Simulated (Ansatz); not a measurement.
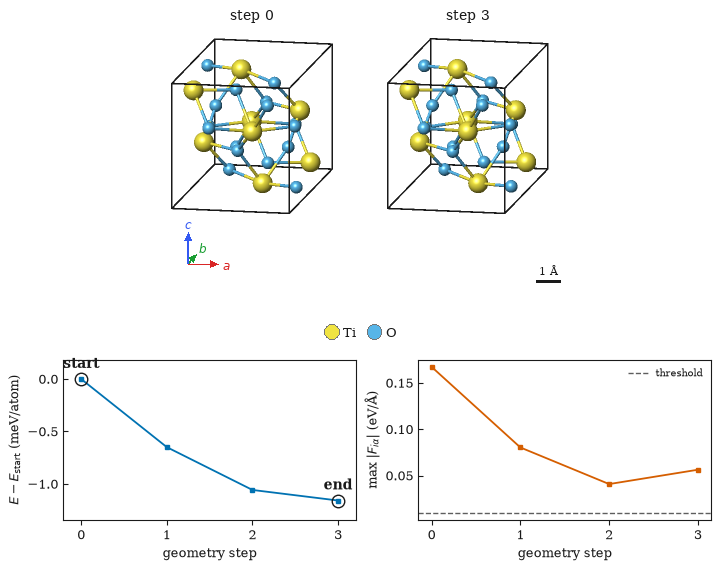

First and last geometry of a relaxation of solid TiO$_{2}$ (set up in Pbca), with the history of the run. A ball-and-stick model of the cell of the calculation, seen slightly off an axis.

Case: volume × 0.91, shape and atoms relaxed.

These are results of Ansatz 0.2.0, DFT PBE, scalar-relativistic, plane waves, PAW, not measurements. Set-up: plane-wave cutoff 420 eV; k-point mesh 6 × 4 × 6; occupations gaussian; smearing width 0.02 eV; no spin polarisation; cell relaxed at fixed volume; force threshold 0.01 eV/Å; at most 30 steps.

**What do the curves and the structures tell?**

The run was cut off at its time limit before the relaxation converged, so the last structure is only a point on the way. The largest moves relative to the cell, 0.055 Å, are those of O atoms. Largest moves by element: O 0.055 Å, Ti 0.008 Å. The drawn cell changes at constant volume: a 5.000 → 4.980 Å (−0.4 %), b 8.988 → 9.006 Å (+0.2 %), c 5.334 → 5.345 Å (+0.2 %). Near-neighbour distances that change, for instance: O–Ti 1.981 → 1.993 Å, O–Ti 1.822 → 1.831 Å, Ti–Ti 2.995 → 2.988 Å, O–Ti 1.888 → 1.894 Å. The space group stays Pbca (No. 61). Over 3 geometry steps the energy falls by 1.2 meV per atom. Largest force component: 0.17 eV/Å at the start, 0.056 eV/Å at the end. The pressure goes from 23.31 to 22.00 GPa. Cost: 4.1 min on 4 threads of Intel(R) Xeon(R) Processor @ 2.50GHz (Skylake/Cascade Lake), with other jobs on the host, peak memory 1.6 GiB.
